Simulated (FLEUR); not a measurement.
**Energy of PtSe2 along an even scaling of the cell**

System: PtSe2 (P-3m1, 3 atoms in the cell).
Method: Kohn-Sham DFT of a periodic cell, PBE, all-electron, no spin polarisation (FLEUR MaX-R8.1 (later development tree)).

The 5 runs differ only in the geometry, by an even scaling of the cell at fixed fractional positions. The structure derives from an entry of the Crystallography Open Database.

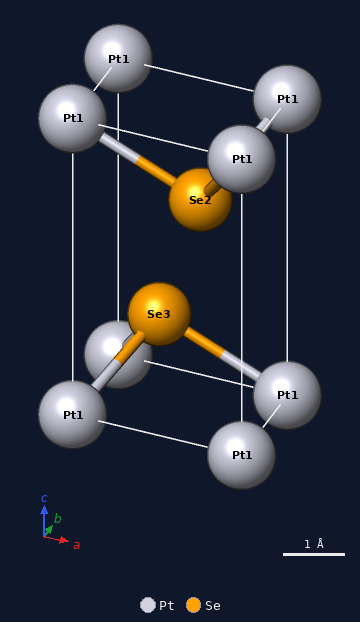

Figure 1. The structure of run 3 (ball-and-stick view of the cell of the calculation, seen slightly off an axis; atoms are numbered from 1 in the order of the input). An atom can appear more than once, as a periodic image.

**Input of run 3**
```
<?xml version="1.0" encoding="UTF-8" standalone="no"?>
<fleurInput fleurInputVersion="0.39">
   <comment>
      PtSe2                                                                                               
   </comment>
   <calculationSetup>
      <cutoffs Kmax="5.3" Gmax="16.4" GmaxXC="16.4" numbands="0"/>
      <scfLoop itmax="60" minDistance="0.00001" maxIterBroyd="15" imix="Anderson" alpha="0.05" precondParam="0.0" spinf="2.0" sdNocoIR="T"/>
      <coreElectrons ctail="T" frcor="F" kcrel="0" coretail_lmax="0"/>
      <xcFunctional name="pbe" relativisticCorrections="F"/>
      <magnetism jspins="1"/>
      <soc l_soc="F" theta="0.0" phi="0.0" spav="F"/>
      <expertModes spex="0" secvar="F"/>
      <geometryOptimization l_f="F" forcealpha="1.0" forcemix="BFGS" epsdisp="0.00001" epsforce="0.00001"/>
      <ldaU l_linMix="F" mixParam="0.05" spinf="1.0"/>
   </calculationSetup>
   <cell>
      <bzIntegration valenceElectrons="50.0" mode="hist" fermiSmearingEnergy="0.00183747">
         <kPointListSelection listName="default-1"/>
         <!-- k-points included here -->
         <xi:include xmlns:xi="http://www.w3.org/2001/XInclude" href="kpts.xml"> </xi:include>
      </bzIntegration>
      <!-- symmetry operations included here -->
      <xi:include xmlns:xi="http://www.w3.org/2001/XInclude" href="sym.xml"> </xi:include>
      <bulkLattice scale="1.0000000000">
         <bravaisMatrix>
            <row-1>    7.0373400880104002     0.0000000000000000     0.0000000000000000</row-1>
            <row-2>   -3.5186700440052001     6.0945152913003797     0.0000000000000000</row-2>
            <row-3>    0.0000000000000000     0.0000000000000000     9.5657936427252004</row-3>
         </bravaisMatrix>
      </bulkLattice>
   </cell>
   <atomSpecies>
      <species name="Platinum (Pt)" element="Pt" atomicNumber="78">
         <mtSphere radius="2.39" gridPoints="813" logIncrement="0.016"/>
         <atomicCutoffs lmax="10" lnonsphr="10"/>
         <electronConfig flipSpins="F">
            <coreConfig>(1s1/2) (2s1/2) (2p1/2) (2p3/2) (3s1/2) (3p1/2) (3p3/2) (4s1/2) (3d3/2) (3d5/2) (4p1/2) (4p3/2) (4d3/2) (4d5/2) (4f5/2) (4f7/2)</coreConfig>
            <valenceConfig>(5s1/2) (5p1/2) (5p3/2) (6s1/2) (5d3/2) (5d5/2)</valenceConfig>
            <stateOccupation state="(6s1/2)" spinUp="0.500000" spinDown="0.500000"/>
            <stateOccupation state="(5d3/2)" spinUp="1.800000" spinDown="1.800000"/>
            <stateOccupation state="(5d5/2)" spinUp="2.700000" spinDown="2.700000"/>
         </electronConfig>
         <energyParameters s="6" p="6" d="5" f="5"/>
         <lo type="SCLO" l="0" n="5" eDeriv="0"/>
         <lo type="SCLO" l="1" n="5" eDeriv="0"/>
         <lo type="SCLO" l="1" n="5" eDeriv="1"/>
         <lo type="SCLO" l="2" n="5" eDeriv="2"/>
         <lo type="SCLO" l="3" n="5" eDeriv="2"/>
      </species>
      <species name="Selenium (Se)" element="Se" atomicNumber="34">
         <mtSphere radius="1.85" gridPoints="629" logIncrement="0.019"/>
         <atomicCutoffs lmax="8" lnonsphr="8"/>
         <electronConfig flipSpins="F">
            <coreConfig>(1s1/2) (2s1/2) (2p1/2) (2p3/2) (3s1/2) (3p1/2) (3p3/2)</coreConfig>
            <valenceConfig>(3d3/2) (3d5/2) (4s1/2) (4p1/2) (4p3/2)</valenceConfig>
            <stateOccupation state="(4p1/2)" spinUp="0.666667" spinDown="0.666667"/>
            <stateOccupation state="(4p3/2)" spinUp="1.333333" spinDown="1.333333"/>
         </electronConfig>
         <energyParameters s="4" p="4" d="4" f="4"/>
         <lo type="SCLO" l="2" n="3" eDeriv="0"/>
         <lo type="SCLO" l="0" n="4" eDeriv="2"/>
         <lo type="SCLO" l="1" n="4" eDeriv="2"/>
         <lo type="SCLO" l="3" n="4" eDeriv="2"/>
      </species>
   </atomSpecies>
   <atomGroups>
      <atomGroup species="Platinum (Pt)">
         <relPos label="                   1">.0000000000 .0000000000 .0000000000</relPos>
         <force calculate="T" relaxXYZ="TTT"/>
      </atomGroup>
      <atomGroup species="Selenium (Se)">
         <relPos label="                   2">-1.000/3.000 1.000/3.000 -1.000/4.000</relPos>
         <relPos label="                   3">1.000/3.000 -1.000/3.000 1.000/4.000</relPos>
         <force calculate="T" relaxXYZ="TTT"/>
      </atomGroup>
   </atomGroups>
   <output dos="F" band="F" slice="F">
      <checks vchk="F" cdinf="F"/>
      <bandDOS minEnergy="-.5*Htr" maxEnergy="0.5*Htr" sigma="0.015" storeEVData="T"/>
      <vacuumDOS vacdos="F" integ="F" star="F" nstars="0" locx1="0.0" locy1="0.0" locx2="0.0" locy2="0.0" nstm="0" tworkf="0.0"/>
      <unfoldingBand unfoldBand="F" supercellX="1" supercellY="1" supercellZ="1"/>
      <plotting iplot="0" polar="F">
         <plot TwoD="T" vec1="  1.0  0.0  0.0" vec2="  0.0  1.0  0.0" vec3="  0.0  0.0  1.0" zero="  0.0  0.0  0.0" file="plot"/>
      </plotting>
      <chargeDensitySlicing numkpt="0" minEigenval="0.0" maxEigenval="0.0" nnne="0" pallst="F"/>
      <specialOutput eonly="F"/>
      <moessbauerParams electricFieldGradient="T" isomerShift="T" coreHyperfine="T" valenceHyperfine="T"/>
      <magneticCircularDichroism mcd="F" energyLo="-10.0" energyUp="0.0"/>
   </output>
  <!-- We include the file relax.xml here to enable relaxations (see documentation) -->
  <xi:include xmlns:xi="http://www.w3.org/2001/XInclude" href="relax.xml"> <xi:fallback/> </xi:include>
</fleurInput>
```

Command:
```bash
inpgen -f crystal.txt -profile fastHighL; fleur_MPI
```

Lattice vectors (Å) and fractional positions of run 3:
```
   3.724000    0.000000    0.000000
  -1.862000    3.225079    0.000000
   0.000000    0.000000    5.062000
Pt  0.000000  0.000000  0.000000
Se  0.666667  0.333333  0.750000
Se  0.333333  0.666667  0.250000
```

Run 2 has the same physical settings and fractional positions; its lattice vectors (Å) are:
```
   3.673670    0.000000    0.000000
  -1.836835    3.181491    0.000000
   0.000000    0.000000    4.993586
```

**Results, with one run withheld**

```tsv
run	volume per atom (Å³)	free energy per atom, from the lowest run given (meV)
1	19.049	119.17
2	19.455	?
3	20.265	26.01
4	21.076	2.55
5	21.481	0.00
```

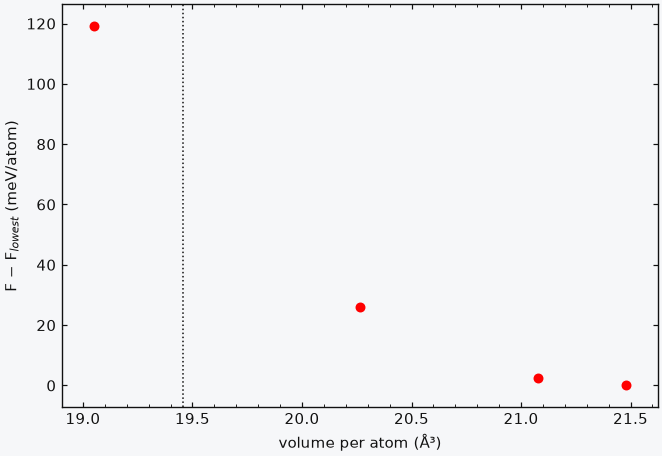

Figure 2. Free energy per atom of the runs given; the dotted line marks run 2.

What should run 2 give?

A quadratic polynomial in V^(−2/3) (the Birch–Murnaghan form), fitted to the 4 runs given, misses them by at most 0.13 meV per atom. With x = V^(−2/3) − 0.13380 Å⁻², it reads F = 18.954 + 8919.1 x + 1.0521e+06 x² (meV per atom). At run 2 it gives 79.37 meV per atom, and the run itself gives 79.20. The fit has its minimum at 21.443 Å³ per atom, where V d²F/dV² gives 117 GPa. Cell shape and fractional positions are held, so this is the stiffness under even scaling; the relaxed bulk modulus wasn't computed and can be far lower in a crystal of layers, chains or molecules like this one.

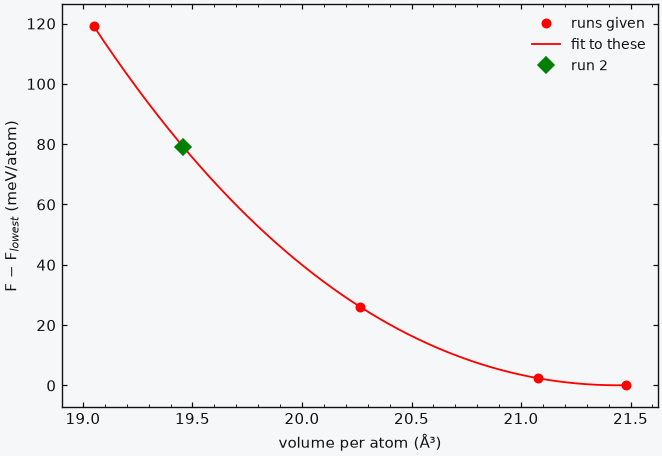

Figure 3. The fit and the withheld run.

**Output (run 2)**
```
Welcome to FLEUR        (www.flapw.de)
      MaX-Release 8.1          (www.max-centre.eu)

 ========== k-point set info ==========
 Selected k-point list: default-1
 k-point list type: mesh
 8 x 8 x 5
 Number of k points: 40

 ------------Calculation Setup---------------------------
 Number of MPI-tasks      :            1
 Number of PE/node        :            1
 Number of OMP-threads    :            1
 Most efficient MPI parallelization for:
           1           2           4           5           8          10          20          40
 Additional eigenvalue parallelization possible
 Number of basis functions:         1113
 Approximate size of matrices (H+S) per k-point:         0.018 GB
 --------------------------------------------------------

 Iteration:     1   Distance:      14.64563374 me/bohr^3

 Iteration:     2   Distance:      12.45475468 me/bohr^3

 Iteration:     3   Distance:       6.26464591 me/bohr^3

 Iteration:     4   Distance:       3.19541945 me/bohr^3

 Iteration:     5   Distance:       1.66616716 me/bohr^3

 Iteration:     6   Distance:       0.46859623 me/bohr^3

 Iteration:     7   Distance:       0.34623744 me/bohr^3

 Iteration:     8   Distance:       0.08249540 me/bohr^3

 Iteration:     9   Distance:       0.01299327 me/bohr^3

 Iteration:    10   Distance:       0.01092677 me/bohr^3

 Iteration:    11   Distance:       0.00178072 me/bohr^3

 Iteration:    12   Distance:       0.00152462 me/bohr^3

 Iteration:    13   Distance:       0.00054567 me/bohr^3

 Iteration:    14   Distance:       0.00011584 me/bohr^3

 Iteration:    15   Distance:       0.00008490 me/bohr^3

 Iteration:    16   Distance:       0.00007413 me/bohr^3

 Iteration:    17   Distance:       0.00005159 me/bohr^3

 Iteration:    18   Distance:       0.00002576 me/bohr^3

 Iteration:    19   Distance:       0.00000478 me/bohr^3

 ********************************************************************
 Run finished successfully
 Stop message:
   all done
 ********************************************************************
```

Notes: Spin–orbit coupling is left out, which matters for Pt.
